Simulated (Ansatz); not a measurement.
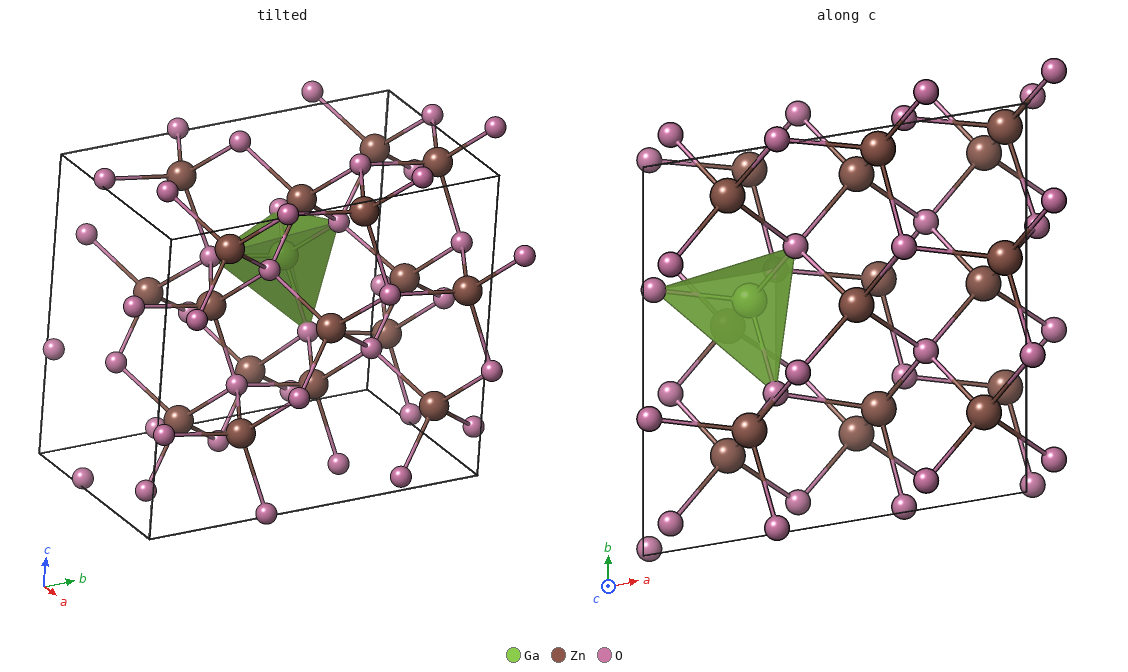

This polyhedral model is shown slightly off an axis and along the c axis. The simulation cell is drawn as a box. Some atoms of the next cells are drawn as well. Cell: a = 7.648 Å, b = 7.648 Å, c = 7.648 Å, α = 78.63°, β = 78.63°, γ = 78.63°.

- Formula: Zn$_{17}$GaO$_{18}$.
- The lattice is rhombohedral (trigonal R) and the space group R3m (No. 160).
- Content of the cell: 17 Zn, 1 Ga, 18 O (Z = 1).
- The polyhedra are GaO4 tetrahedra; they share no atoms with one another.
- Each Ga atom is coordinated by four O in a tetrahedral arrangement at about 1.9 Å. The coordination shell of Zn holds four O in a tetrahedral arrangement at about 2.0 Å.
- Counting contacts within bonding distance, the coordination numbers are O 4.
- The bonds build a three-dimensional framework.

The model was built from a structure listed in the Materials Project, repeated into a supercell with a point defect put in. The atoms were relaxed in a fixed cell with Ansatz 0.2.0, DFT PBEsol, scalar-relativistic, plane waves, PAW.
